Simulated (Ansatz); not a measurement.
# C: a changed input and its effect

System: C (1 atom in the cell).
Method of the first run: DFT, BLYP, plane waves (420 eV) with PAW, scalar-relativistic, no spin polarisation (Ansatz 0.2.0).

Text and figures count atoms from 1; the logs count them from 0 in places.

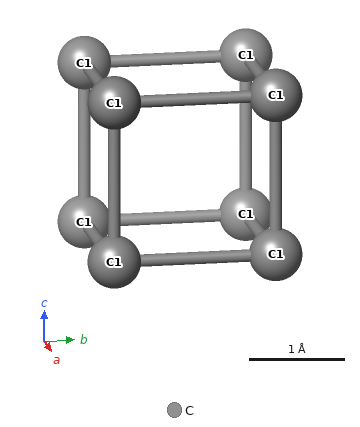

Fig. 1: The structure (ball-and-stick view of the cell of the calculation, seen slightly off an axis; atoms are numbered from 1 in the order of the input).

### The input, the first run
```yaml
crystal:
  lattice:
    - [1.7280161161, 0.0, 0.0]
    - [0.0, 1.7280161161, 0.0]
    - [0.0, 0.0, 1.7280161161]
  atoms:
    - { symbol: C, position: [0.0, 0.0, 0.0] }
hamiltonian:
  xc: blyp
  pseudopotentials:
    kind: paw
    azcp:
      C: "pseudopotentials/C.paw.azcp"
basis:
  ecutwfc: 420
  fft_grid_basis: typed
kpoints:
  mp_grid: { grid: [19, 19, 19], shift: [0, 0, 0] }
magnetization:
  spin_polarized: false
scf:
  occupations: { method: fermi_dirac, width: 0.1 }
  lower_state_search: "off"
output:
  stress: true
```

Hardware: 2 threads of an x86-64 CPU, shared host.

### Output, shortened to warnings, some set-up lines, iterations and results (the first run)
```
Basis set: ecut = 420 eV, 93 PW (Γ), exchange–correlation on 24×24×24 points (8 copies of the dense FFT grid, shifted against one another)
Symmetry: 48 space group operations
k-points: 220 of 6859
Initial density: superposition of atomic densities (neutral atoms: chi_scale 0, normalization atom), corrected by the library's trained network
[...]
SCF iter   1: F=—  HF=-248.645170 eV  |F-HF|=—  |Δ(HF+E_count)|=         —  Δρ=2.68e-2  dr2=2.05e-2  ethr=1.77e-3  ⟨swp⟩=5.0  Hψ=10360  notcnv=0
SCF iter   2: F=—  HF=-248.638722 eV  |F-HF|=—  |Δ(HF+E_count)|=   6.45e-3  Δρ=1.05e-2  dr2=3.05e-3  ethr=5.11e-4  ⟨swp⟩=2.0  Hψ=3517  notcnv=0  defer=4
SCF iter   3: F=—  HF=-248.637829 eV  |F-HF|=—  |Δ(HF+E_count)|=   8.93e-4  Δρ=5.90e-4  dr2=3.41e-6  ethr=7.63e-5  ⟨swp⟩=2.6  Hψ=1919  notcnv=0  defer=4
SCF iter   4: F=—  HF=-248.637870 eV  |F-HF|=—  |Δ(HF+E_count)|=   4.12e-5  Δρ=5.35e-5  dr2=4.33e-8  ethr=8.54e-8  ⟨swp⟩=2.0  Hψ=1739  notcnv=0  defer=4
SCF iter   5: F=-248.637870 eV  HF=-248.637870 eV  |F-HF|=6.18e-11  |Δ(HF+E_count)|=   3.11e-8  Δρ=1.27e-6  dr2=4.12e-11  ethr=1.08e-9  ⟨swp⟩=2.1  Hψ=1737  notcnv=0  defer=4
SCF iter   6: F=-248.637870 eV  HF=-248.637870 eV  |F-HF|=5.68e-14  |Δ(HF+E_count)|=  6.29e-11  Δρ=8.51e-8  dr2=1.67e-13  ethr=1.03e-12  ⟨swp⟩=1.0  Hψ=3715  notcnv=0
SCF 1 converged in 6 iterations: F = -248.637870 eV  dr2 = 1.67e-13
SCF converged after 6 iterations
Free energy (F): -248.637870 eV
Harris-Foulkes:  -248.637870 eV  (|F-HF|=5.68e-14)
Internal energy: -248.632579 eV  (E = F + TS)
E sigma→0 (E₀):  -248.635225 eV
Entropy (-TS):   -0.005291 eV (-5.291 meV/atom)
Fermi energy:    16.302829 eV
--- Per-component energies (eV) ---
  E_band       = 29.209648
  E_kinetic    = 90.929095
  E_local      = -36.504408  (includes V_loc(G=0)·N_el)
  E_nonlocal   = 28.138619
  E_hartree    = 5.836396
  E_xc         = -47.351755
  E_vxc        = -58.703078  (∫ρ·V_xc dr)
  E_paw        = -100.535442  (= ΣΔE_a)
  E_vpaw       = -6.323376  (= ΣTr[D̂ρ^β])
  E_aug_tail   = 0.000007  (compensation charges beyond the density's cutoff)
  E_ewald      = -189.146744
  E_core_change = 0.001654  (= ΣΔE_core)
  E_smearing   = -0.005291  (= −TS)
  E_closure    = 0.000000  (closes the sum)
  Σ components = -248.637870   (vs F -248.637870, Δ=0.00e0)
--- Stress (GPa, compression-positive) ---
       48.028217      -0.000000       0.000000
        0.000000      48.028217       0.000000
        0.000000      -0.000000      48.028217
  P = ⅓ Tr σ = 48.0282 GPa (480.282 kbar)
```

The input of the second run differs as follows (lines with − go, lines with + come):
```diff
-    - [1.7280161161, 0.0, 0.0]
-    - [0.0, 1.7280161161, 0.0]
-    - [0.0, 0.0, 1.7280161161]
+    - [1.8269696981, 0.0, 0.0]
+    - [0.0, 1.8269696981, 0.0]
+    - [0.0, 0.0, 1.8269696981]
```

How does the second run compare with the first run?

With the same functional and potentials, the second run lies 85.2 meV per atom lower. The pressure goes from 48.03 to −10.43 GPa. The volume per atom goes from 5.16 to 6.10 Å³. The number of SCF iterations is the same. The plane waves at Γ go from 93 to 123.

### Output, shortened to warnings, some set-up lines, iterations and results (the second run)
```
Basis set: ecut = 420 eV, 123 PW (Γ), exchange–correlation on 30×30×30 points (8 copies of the dense FFT grid, shifted against one another)
Symmetry: 48 space group operations
k-points: 220 of 6859
Initial density: superposition of atomic densities (neutral atoms: chi_scale 0, normalization atom), corrected by the library's trained network
[...]
SCF iter   1: F=—  HF=-248.730751 eV  |F-HF|=—  |Δ(HF+E_count)|=         —  Δρ=2.31e-2  dr2=1.95e-2  ethr=1.77e-3  ⟨swp⟩=5.0  Hψ=10409  notcnv=0
SCF iter   2: F=—  HF=-248.723961 eV  |F-HF|=—  |Δ(HF+E_count)|=   6.79e-3  Δρ=8.62e-3  dr2=2.64e-3  ethr=4.86e-4  ⟨swp⟩=2.0  Hψ=3510  notcnv=0  defer=3
SCF iter   3: F=—  HF=-248.723050 eV  |F-HF|=—  |Δ(HF+E_count)|=   9.11e-4  Δρ=4.65e-4  dr2=2.72e-6  ethr=6.61e-5  ⟨swp⟩=2.2  Hψ=1772  notcnv=0  defer=3
SCF iter   4: F=—  HF=-248.723057 eV  |F-HF|=—  |Δ(HF+E_count)|=   6.98e-6  Δρ=4.61e-5  dr2=3.98e-8  ethr=6.80e-8  ⟨swp⟩=2.0  Hψ=1746  notcnv=0  defer=3
SCF iter   5: F=-248.723057 eV  HF=-248.723057 eV  |F-HF|=4.77e-11  |Δ(HF+E_count)|=   3.87e-8  Δρ=1.31e-6  dr2=5.79e-11  ethr=9.96e-10  ⟨swp⟩=2.0  Hψ=1735  notcnv=0  defer=3
SCF iter   6: F=-248.723057 eV  HF=-248.723057 eV  |F-HF|=2.84e-14  |Δ(HF+E_count)|=  4.17e-11  Δρ=1.07e-7  dr2=4.34e-13  ethr=1.45e-12  ⟨swp⟩=1.0  Hψ=3722  notcnv=0
SCF 1 converged in 6 iterations: F = -248.723057 eV  dr2 = 4.34e-13
SCF converged after 6 iterations
Free energy (F): -248.723057 eV
Harris-Foulkes:  -248.723057 eV  (|F-HF|=2.84e-14)
Internal energy: -248.715796 eV  (E = F + TS)
E sigma→0 (E₀):  -248.719427 eV
Entropy (-TS):   -0.007261 eV (-7.261 meV/atom)
Fermi energy:    13.080378 eV
--- Per-component energies (eV) ---
  E_band       = 20.526972
  E_kinetic    = 85.486804
  E_local      = -43.823381  (includes V_loc(G=0)·N_el)
  E_nonlocal   = 27.744614
  E_hartree    = 6.918943
  E_xc         = -46.041942
  E_vxc        = -56.905978  (∫ρ·V_xc dr)
  E_paw        = -100.100445  (= ΣΔE_a)
  E_vpaw       = -5.812977  (= ΣTr[D̂ρ^β])
  E_aug_tail   = 0.000006  (compensation charges beyond the density's cutoff)
  E_ewald      = -178.902049
  E_core_change = 0.001654  (= ΣΔE_core)
  E_smearing   = -0.007261  (= −TS)
  E_closure    = 0.000000  (closes the sum)
  Σ components = -248.723057   (vs F -248.723057, Δ=0.00e0)
--- Stress (GPa, compression-positive) ---
      -10.431487       0.000000       0.000000
        0.000000     -10.431487       0.000000
        0.000000       0.000000     -10.431487
  P = ⅓ Tr σ = -10.4315 GPa (-104.315 kbar)
```

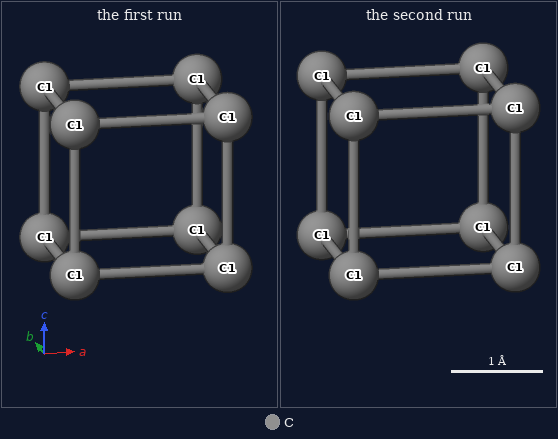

Fig. 2: The two input geometries at one scale (ball-and-stick view of the cell of the calculation, seen slightly off an axis). No atom moves by more than 0.005 Å relative to the cell. The volume changes by +18.2 %, with a = b = c 1.728 → 1.827 Å (+5.7 %). Among the contacts that change: C1–C1 1.728 → 1.827 Å.

### The two runs side by side

| quantity | the first run | the second run |
| --- | --- | --- |
| outcome | converged | converged |
| free energy per atom (eV) | −248.6379 | −248.7231 |
| energy per atom, smearing taken to zero (eV) | −248.6352 | −248.7194 |
| pressure (GPa) | 48.03 | −10.43 |
| volume per atom (Å³) | 5.16 | 6.10 |
| SCF iterations | 6 | 6 |
| irreducible k-points | 220 | 220 |
| plane waves at Γ | 93 | 123 |
| wall time (shared host) | 0.92 s | 0.91 s |

For the first run: The cell is under a pressure of 48 GPa at this level, so it is not at its equilibrium volume. For the second run: The cell is under a tension of 10.4 GPa at this level, so it is not at its equilibrium volume.
